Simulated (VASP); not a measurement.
# GaN: what each functional gives, and what it costs, part 3 of 7

Aim: compute the gap of GaN from the cheapest level upwards and hold each value against experiment. LASPH is on for some levels and off for others; the table marks which. The start is a cell from a database of measured crystal structures.

VASP 6.6.1, plane waves and PAW; the level of theory is named at each step.

Still holding for the runs below: Spin-orbit coupling is off here; it would split degenerate levels.

So far, least gap on mesh and path (eV): step 2 (bands, level LDA, k 5×5×3) 1.98; step 3 (bands, level PBE, k 5×5×3) 1.97; step 4 (bands, level r2SCAN, k 5×5×3) 2.37; step 5 (bands, level TB-mBJ, k 5×5×3) 3.15.

The database entry behind the starting cell differs from later determinations by our own check (about 0.3 % short, ideal inner coordinate), so it need not match the best structure at ambient conditions.

## 6. Bands with SCAN, k 5×5×3

This step: SCAN; plane waves and PAW (Ga_d, N) (VASP 6.6.1).

SCAN adds the kinetic-energy density; it is numerically more delicate than r2SCAN.

INCAR

```
SYSTEM = GaN
PREC = Accurate
ENCUT = 520
EDIFF = 1E-06
NELM = 100
ISMEAR = 0
SIGMA = 0.02
LREAL = .FALSE.
ALGO = Normal
METAGGA = SCAN
LASPH = .TRUE.
NBANDS = 32
LORBIT = 11
LWAVE = .FALSE.
LCHARG = .FALSE.
KPAR = 8
```

POSCAR

```
GaN
1.0
    3.1800000000      0.0000000000      0.0000000000
   -1.5900000000      2.7539607840      0.0000000000
    0.0000000000      0.0000000000      5.1660000000
Ga N
2 2
Direct
    0.3333333333      0.6666666667      0.0000000000
    0.6666666667      0.3333333333      0.5000000000
    0.3333333333      0.6666666667      0.3750000000
    0.6666666667      0.3333333333      0.8750000000
```

KPOINTS

```
Automatic mesh
0
Gamma
5 5 3
0 0 0
```

KPOINTS_OPT

```
Line mode
16
Line-mode
Reciprocal
  0.00000000   0.00000000   0.00000000 GAMMA
  0.50000000   0.00000000   0.00000000 M

  0.50000000   0.00000000   0.00000000 M
  0.33333333   0.33333333   0.00000000 K

  0.33333333   0.33333333   0.00000000 K
  0.00000000   0.00000000   0.00000000 GAMMA

  0.00000000   0.00000000   0.00000000 GAMMA
  0.00000000   0.00000000   0.50000000 A

  0.00000000   0.00000000   0.50000000 A
  0.50000000   0.00000000   0.50000000 L

  0.50000000   0.00000000   0.50000000 L
  0.33333333   0.33333333   0.50000000 H

  0.33333333   0.33333333   0.50000000 H
  0.00000000   0.00000000   0.50000000 A

  0.50000000   0.00000000   0.50000000 L
  0.50000000   0.00000000   0.00000000 M

  0.33333333   0.33333333   0.00000000 K
  0.33333333   0.33333333   0.50000000 H
```

Potentials, in the order of the species: Ga_d and N (PBE family, release 64).

Launch:

```console
$ mpirun -np 8 vasp_std
```

Numbers of over 12 decimals in the logs are rounded to 6 here.

What it wrote:

```text
[... set-up lines as in an earlier step ...]
 entering main loop
       N       E                     dE             d eps       ncg     rms          rms(c)
DAV:   1     0.270555444695E+03    0.27056E+03   -0.16711E+04   808   0.218E+03
DAV:   2    -0.203701471144E+02   -0.29093E+03   -0.26580E+03   648   0.513E+02
DAV:   3    -0.623953593681E+02   -0.42025E+02   -0.41414E+02   736   0.132E+02
DAV:   4    -0.636979551444E+02   -0.13026E+01   -0.13013E+01   768   0.264E+01
[...]
DAV:  13    -0.537721969587E+02   -0.11978E-04   -0.35446E-06   680   0.283E-02    0.503E-04
DAV:  14    -0.537721946032E+02    0.23555E-05   -0.60155E-07   520   0.615E-03    0.514E-04
DAV:  15    -0.537721948359E+02   -0.23261E-06   -0.94335E-08   416   0.298E-03
   1 F= -.53772195E+02 E0= -.53772195E+02  d E =-.844179E-26
 Start KPOINTS_OPT (optional k-point list driver)
k-point batch [1-10\144]
       N       E                     dE             ncg
DAV:   1     0.144673702220E+04   -0.21699E+04      824
DAV:   2    -0.137079416641E+04   -0.28175E+04      664
DAV:   3    -0.175118426782E+04   -0.38039E+03      760
DAV:   4    -0.176281677111E+04   -0.11633E+02      704
DAV:   5    -0.176300609906E+04   -0.18933E+00      832
DAV:   6    -0.176301312814E+04   -0.70291E-02      824
DAV:   7    -0.176301333189E+04   -0.20375E-03      872
DAV:   8    -0.176301333502E+04   -0.31345E-05      584
DAV:   9    -0.176301333509E+04   -0.69252E-07      528
[...]
k-point batch [141-144\144]
       N       E                     dE             ncg
DAV:   1     0.989299696239E+04   -0.55226E+04      288
DAV:   2     0.867638156735E+04   -0.12166E+04      256
DAV:   3     0.850488606345E+04   -0.17150E+03      312
DAV:   4     0.849923835491E+04   -0.56477E+01      288
DAV:   5     0.849915732270E+04   -0.81032E-01      320
DAV:   6     0.849915390717E+04   -0.34155E-02      328
DAV:   7     0.849915384247E+04   -0.64700E-04      344
DAV:   8     0.849915384207E+04   -0.39406E-06      248
```

The job ended after 29 s (8 MPI ranks of Intel Xeon 6975P-C (Granite Rapids), shared host; peak memory 1.5 GiB; 3.8 min of CPU time).

From OUTCAR (step 6):

```text
  Total        0.1657255      0.1657255      0.8362577      0.0000000      0.0000000      0.0000000
  in kB        5.8689547      5.8689547     29.6149791      0.0000000      0.0000000      0.0000000
  external PRESSURE =      13.7842962 kB  Pullay stress =       0.0000000 kB

 POSITION                                       TOTAL-FORCE (eV/Angst)
 -----------------------------------------------------------------------------------
     -0.00000      1.83597      0.00000         0.000000     -0.000000     -0.115561
      1.59000      0.91799      2.58300         0.000000      0.000000     -0.115561
     -0.00000      1.83597      1.93725        -0.000000      0.000000      0.115561
      1.59000      0.91799      4.52025        -0.000000      0.000000      0.115561
 -----------------------------------------------------------------------------------
    total drift:                                0.000003      0.000005      0.094986

  FREE ENERGIE OF THE ION-ELECTRON SYSTEM (eV)
  ---------------------------------------------------
  free  energy   TOTEN  =       -53.7721948359 eV

  energy  without entropy=      -53.7721948359  energy(sigma->0) =      -53.77219484

[... 2 parts as in an earlier step ...]

[... 1 further part left out ...]
[key lines of the parts left out:]
E-fermi :   5.2858
```

Electronic bands along the path, in eV, zero at the valence-band top; v1 is the highest filled band, c1 the lowest empty one:

```
    point     v4     v3     v2     v1    c1    c2    c3     c4
        Γ  -1.10  -0.05   0.00   0.00  2.27  4.75  9.95  10.52
        M  -4.36  -2.87  -2.29  -1.02  5.53  6.08  6.52   9.32
        K  -5.45  -3.10  -3.10  -2.78  5.54  8.47  8.47   9.05
        Γ  -1.10  -0.05   0.00   0.00  2.27  4.75  9.95  10.52
        A  -0.56  -0.56  -0.56  -0.56  4.70  4.70  9.18   9.18
        L  -2.02  -2.02  -1.98  -1.98  4.85  4.85  8.41   8.41
        H  -4.31  -4.31  -1.55  -1.55  7.00  7.00  7.85   7.85
        A  -0.56  -0.56  -0.56  -0.56  4.70  4.70  9.18   9.18
jump to L  -2.02  -2.02  -1.98  -1.98  4.85  4.85  8.41   8.41
        M  -4.36  -2.87  -2.29  -1.02  5.53  6.08  6.52   9.32
jump to K  -5.45  -3.10  -3.10  -2.78  5.54  8.47  8.47   9.05
        H  -4.31  -4.31  -1.55  -1.55  7.00  7.00  7.85   7.85
```

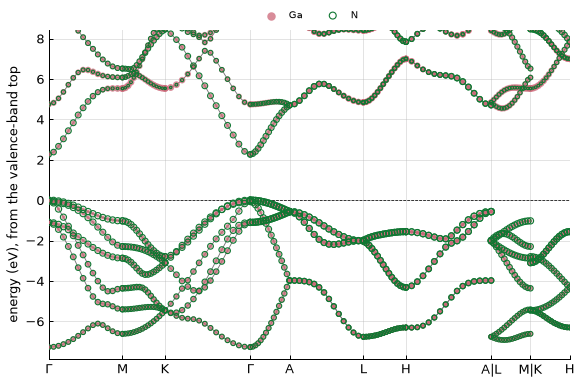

Electronic bands along the path; dots are coloured as in the legend, and their area grows with the weight.

The gap is 2.27 eV, direct at Γ. Against LDA that is +0.30 eV; this run took 3.3 times the core time. The direct gap lies -1.23 eV from the measured 3.50 eV.

## 7. Bands with LAK, k 5×5×3

This step: LAK; plane waves and PAW (Ga_d, N) (VASP 6.6.1).

LAK is a meta-GGA built to open gaps without exact exchange.

Changes to INCAR since step 6:

```diff
@@ -9,3 +9,3 @@
 ALGO = Normal
-METAGGA = SCAN
+METAGGA = LAK
 LASPH = .TRUE.
```

POSCAR is that of step 6.

KPOINTS is that of step 6.

KPOINTS_OPT is that of step 6.

Launch:

```console
$ mpirun -np 8 vasp_std
```

What it wrote:

```text
[... set-up lines as in an earlier step ...]
 entering main loop
       N       E                     dE             d eps       ncg     rms          rms(c)
DAV:   1     0.317941682917E+03    0.31794E+03   -0.16307E+04   800   0.212E+03
DAV:   2     0.333460667001E+02   -0.28460E+03   -0.25970E+03   656   0.498E+02
DAV:   3    -0.771428358785E+01   -0.41060E+02   -0.40465E+02   760   0.130E+02
DAV:   4    -0.899666532528E+01   -0.12824E+01   -0.12813E+01   744   0.261E+01
[...]
DAV:  15     0.775484421125E+01   -0.59460E-05   -0.11654E-07   440   0.535E-03    0.158E-03
DAV:  16     0.775484285718E+01   -0.13541E-05   -0.94314E-08   400   0.418E-03    0.826E-04
DAV:  17     0.775484206938E+01   -0.78780E-06   -0.28391E-08   392   0.151E-03
   1 F= 0.77548421E+01 E0= 0.77548421E+01  d E =-.770955E-46
 Start KPOINTS_OPT (optional k-point list driver)
k-point batch [1-10\144]
       N       E                     dE             ncg
DAV:   1     0.158463323288E+04   -0.20320E+04      824
DAV:   2    -0.125946104733E+04   -0.28441E+04      664
DAV:   3    -0.163968326751E+04   -0.38022E+03      760
DAV:   4    -0.165121148192E+04   -0.11528E+02      672
DAV:   5    -0.165139695587E+04   -0.18547E+00      832
DAV:   6    -0.165140391247E+04   -0.69566E-02      824
DAV:   7    -0.165140409858E+04   -0.18610E-03      872
DAV:   8    -0.165140410112E+04   -0.25418E-05      584
DAV:   9    -0.165140410118E+04   -0.63140E-07      520
[...]
k-point batch [141-144\144]
       N       E                     dE             ncg
DAV:   1     0.995129723146E+04   -0.54643E+04      288
DAV:   2     0.872170957616E+04   -0.12296E+04      256
DAV:   3     0.855053781350E+04   -0.17117E+03      312
DAV:   4     0.854494722162E+04   -0.55906E+01      288
DAV:   5     0.854486685640E+04   -0.80365E-01      312
DAV:   6     0.854486355391E+04   -0.33025E-02      336
DAV:   7     0.854486347201E+04   -0.81898E-04      336
DAV:   8     0.854486347164E+04   -0.37203E-06      256
```

It took 32 s on 8 MPI ranks; peak memory 1.5 GiB.

OUTCAR, selected parts (step 7):

```text
  Total        2.1580686      2.1580686      2.6577346      0.0000000      0.0000000     -0.0000000
  in kB       76.4251944     76.4251944     94.1202180      0.0000000      0.0000000     -0.0000000
  external PRESSURE =      82.3235356 kB  Pullay stress =       0.0000000 kB

 POSITION                                       TOTAL-FORCE (eV/Angst)
 -----------------------------------------------------------------------------------
     -0.00000      1.83597      0.00000         0.000000     -0.000000     -0.187066
      1.59000      0.91799      2.58300        -0.000000     -0.000000     -0.187066
     -0.00000      1.83597      1.93725         0.000000     -0.000000      0.187066
      1.59000      0.91799      4.52025         0.000000      0.000000      0.187066
 -----------------------------------------------------------------------------------
    total drift:                                0.000003      0.000005     -0.064980

  FREE ENERGIE OF THE ION-ELECTRON SYSTEM (eV)
  ---------------------------------------------------
  free  energy   TOTEN  =         7.7548420694 eV

  energy  without entropy=        7.7548420694  energy(sigma->0) =        7.75484207

[... 2 parts as in an earlier step ...]

[... 1 further part left out ...]
[key lines of the parts left out:]
E-fermi :   5.6258
```

At this level the cell is under a pressure of 8.2 GPa, so at these settings it is away from equilibrium.

The electronic bands at the labelled points (eV, zero at the valence-band top; v1 is the highest filled band, c1 the lowest empty one):

```
    point     v4     v3     v2     v1    c1    c2     c3     c4
        Γ  -1.08  -0.06   0.00   0.00  2.79  5.29  10.49  11.02
        M  -4.26  -2.83  -2.22  -1.01  6.04  6.59   6.97   9.86
        K  -5.31  -3.03  -3.03  -2.72  6.01  8.99   8.99   9.54
        Γ  -1.08  -0.06   0.00   0.00  2.79  5.29  10.49  11.02
        A  -0.55  -0.55  -0.55  -0.55  5.20  5.20   9.69   9.69
        L  -1.99  -1.99  -1.96  -1.96  5.36  5.36   8.91   8.91
        H  -4.20  -4.20  -1.55  -1.55  7.53  7.53   8.30   8.30
        A  -0.55  -0.55  -0.55  -0.55  5.20  5.20   9.69   9.69
jump to L  -1.99  -1.99  -1.96  -1.96  5.36  5.36   8.91   8.91
        M  -4.26  -2.83  -2.22  -1.01  6.04  6.59   6.97   9.86
jump to K  -5.31  -3.03  -3.03  -2.72  6.01  8.99   8.99   9.54
        H  -4.20  -4.20  -1.55  -1.55  7.53  7.53   8.30   8.30
```

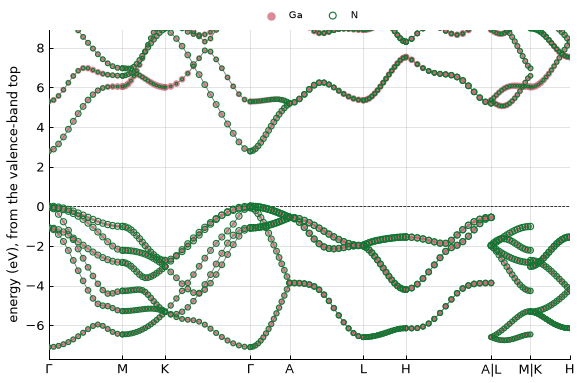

Electronic bands along the path; dots are coloured as in the legend, and their area grows with the weight.

The gap is 2.79 eV, direct at Γ. Against LDA that is +0.81 eV; this run took 3.6 times the core time. The direct gap lies -0.72 eV from the measured 3.50 eV.

## 8. Starting orbitals for the hybrid

This step: PBE; plane waves and PAW (Ga_d, N) (VASP 6.6.1).

A hybrid converges badly from random orbitals, so a cheap semilocal run writes a WAVECAR on the same mesh first.

INCAR

```
SYSTEM = GaN
PREC = Accurate
ENCUT = 520
EDIFF = 1E-05
NELM = 100
ISMEAR = 0
SIGMA = 0.02
LREAL = .FALSE.
ALGO = Normal
GGA = PE
NBANDS = 24
LORBIT = 11
LWAVE = .TRUE.
LCHARG = .FALSE.
KPAR = 8
```

POSCAR is that of step 7.

KPOINTS is that of step 7.

Launch:

```console
$ mpirun -np 8 vasp_std
```

What it wrote:

```text
[... set-up lines as in an earlier step ...]
 entering main loop
       N       E                     dE             d eps       ncg     rms          rms(c)
DAV:   1     0.263730478023E+03    0.26373E+03   -0.18419E+04   520   0.282E+03
DAV:   2     0.334896815769E+01   -0.26038E+03   -0.24780E+03   528   0.496E+02
DAV:   3    -0.271370766224E+02   -0.30486E+02   -0.30236E+02   528   0.141E+02
DAV:   4    -0.283167784242E+02   -0.11797E+01   -0.11761E+01   680   0.293E+01
DAV:   5    -0.283319874287E+02   -0.15209E-01   -0.15207E-01   552   0.294E+00    0.110E+01
DAV:   6    -0.241590596221E+02    0.41729E+01   -0.12683E+01   808   0.534E+01    0.305E+00
DAV:   7    -0.242785117769E+02   -0.11945E+00   -0.16588E+00   520   0.100E+01    0.274E+00
DAV:   8    -0.242737618683E+02    0.47499E-02   -0.17908E-01   752   0.658E+00    0.715E-01
DAV:   9    -0.242582191152E+02    0.15543E-01   -0.71476E-02   824   0.458E+00    0.331E-01
DAV:  10    -0.242589846222E+02   -0.76551E-03   -0.40663E-03   528   0.609E-01    0.123E-01
DAV:  11    -0.242588999234E+02    0.84699E-04   -0.11702E-03   720   0.605E-01    0.285E-02
DAV:  12    -0.242589114463E+02   -0.11523E-04   -0.12379E-04   528   0.845E-02    0.171E-02
DAV:  13    -0.242589116368E+02   -0.19052E-06   -0.28359E-05   472   0.849E-02
   1 F= -.24258912E+02 E0= -.24258912E+02  d E =-.123568E-28
 writing wavefunctions
```

Wall time 2.2 s (8 MPI ranks); peak memory 1.3 GiB.

OUTCAR, selected parts (step 8):

```text
   k-points           NKPTS =     10   k-points in BZ     NKDIM =     10   number of bands    NBANDS=     24

   NELECT =      36.0000    total number of electrons

 E-fermi :   5.5927

 k-point     1 :       0.0000    0.0000    0.0000
  band No.  band energies     occupation
    ...
     14       4.3763      2.00000
     15       4.3763      2.00000
     16       5.3787      2.00000
     17       5.4398      2.00000
     18       5.4398      2.00000
     19       7.4080      0.00000
     20       9.7323      0.00000
     21      14.6943      0.00000
     22      15.3477      0.00000
     23      15.3477      0.00000
    ...

  Total        1.8492951      1.8492951      2.4234625      0.0000000      0.0000000      0.0000000
  in kB       65.4903819     65.4903819     85.8237765      0.0000000      0.0000000      0.0000000
  external PRESSURE =      72.2681801 kB  Pullay stress =       0.0000000 kB

 POSITION                                       TOTAL-FORCE (eV/Angst)
 -----------------------------------------------------------------------------------
     -0.00000      1.83597      0.00000         0.000000     -0.000000     -0.133535
      1.59000      0.91799      2.58300        -0.000000      0.000000     -0.133535
     -0.00000      1.83597      1.93725         0.000000     -0.000000      0.133535
      1.59000      0.91799      4.52025        -0.000000      0.000000      0.133535
 -----------------------------------------------------------------------------------
    total drift:                               -0.000001     -0.000001     -0.000041

  FREE ENERGIE OF THE ION-ELECTRON SYSTEM (eV)
  ---------------------------------------------------
  free  energy   TOTEN  =       -24.2589116368 eV

  energy  without entropy=      -24.2589116368  energy(sigma->0) =      -24.25891164

[... 9 parts as in an earlier step ...]

[... 7 further parts left out ...]
```

The gap is read on the k-mesh alone, so it is an upper bound where the band edges lie off the mesh. At this level the cell is under a pressure of 7.2 GPa, so at these settings it is away from equilibrium.

A gap read on the k-mesh alone can miss the band edges.

Numbers from this step:

* SCF cycles: 13
* bands: 24
* free energy (TOTEN): -24.26 eV
* Fermi energy: 5.593 eV
* pressure: 7.227 GPa
* gap on the k-mesh: 1.968 eV
* least direct gap on the k-mesh: 1.968 eV

Force by atom:

```
atom  x (eV/Å)  y (eV/Å)  z (eV/Å)   size
 Ga1     0.000     0.000    -0.134  0.134
 Ga2     0.000     0.000    -0.134  0.134
  N3     0.000     0.000     0.134  0.134
  N4     0.000     0.000     0.134  0.134
```

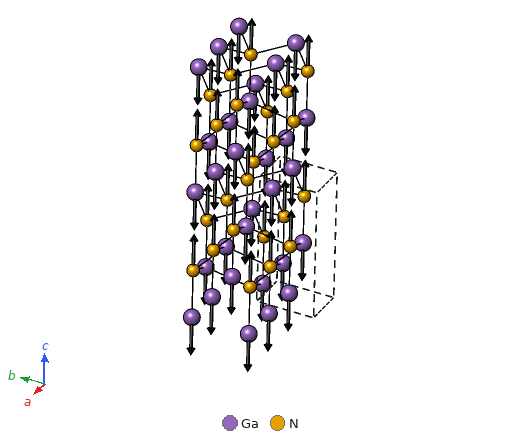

Force as arrows, the longest 0.134 eV/Å. 3×2×2 cells are drawn. Some periodic images of atoms are drawn too.

(Part 3 of 7 ends here.)

[Lines on the potential files, build, host, timing and source positions are cut from VASP's logs without a mark.]

[Logs are printed without paths, hosts, clocks, repeated set-up lines and the standing remarks that a program may print on its own settings, such as how far it seeks lower states.]

[Hosts, paths, dates, database ids (printed as entryN), source tags and the programs' standing remarks are cut or masked in the printed files.]

[A measured line is paired with the nearest computed mode of its activity, which favours agreement.]
